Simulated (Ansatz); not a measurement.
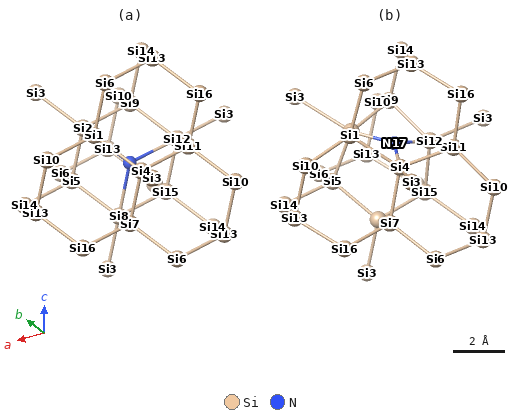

The structure of a defect cell of composition Si₁₆N before (left) and after (right) a relaxation, at one scale.

The picture is a ball-and-stick view of the atoms within 5.8 Å of the atom that moves most (axes of the conventional cell (4 times the calculation's cell) (origin shifted)), seen from a free direction. Lengths and directions refer to the drawn axes.

It is an interstitial N in diamond Si. The run prepares the start of a later molecular dynamics calculation, from a guessed geometry.

The calculation used DFT PBE-D3(BJ), scalar-relativistic, plane waves, PAW (Ansatz 0.2.0). (plane-wave cutoff 420 eV; k-point mesh 2 × 2 × 2; occupations fermi dirac; smearing width 0.05 eV; collinear spin; atoms relaxed in a fixed cell; force threshold 0.08 eV/Å; at most 25 steps)

Summarise the run.

Answer. Over 9 geometry steps the energy falls by 1.613 eV per cell of the calculation. Largest force component: 0.5 eV/Å at the start, 0.061 eV/Å at the end. The atom that moves furthest is N17 (0.88 Å along [−1 1 1]). By element the largest moves are N 0.88 Å, Si 0.37 Å. The cell doesn't change. Among the contacts that change: Si8–N17 2.375 → 3.411 Å, Si4–N17 2.363 → 1.861 Å, Si12–N17 2.345 → 1.860 Å, Si2–N17 2.323 → 1.862 Å. Bond angles that change, for instance: Si4–Si11–Si12 109.5° → 85.8°, Si1–Si4–Si11 109.5° → 127.3°, Si3–Si4–Si7 109.5° → 96.1°. The program noted that the starting moments weren't kept. The run may lie on a higher electronic state than the lowest, so the end point isn't shown to be the ground-state structure. Cost: 4.1 min on 1 thread of Arm Neoverse V1, on a shared host, peak memory 0.7 GiB.

Limits of the set-up: the k-point mesh is coarse for a cell with partly filled bands; the program's low-accuracy preset was used; the periodic images lie only 7.7 Å apart, so the values are limited by the cell's size.
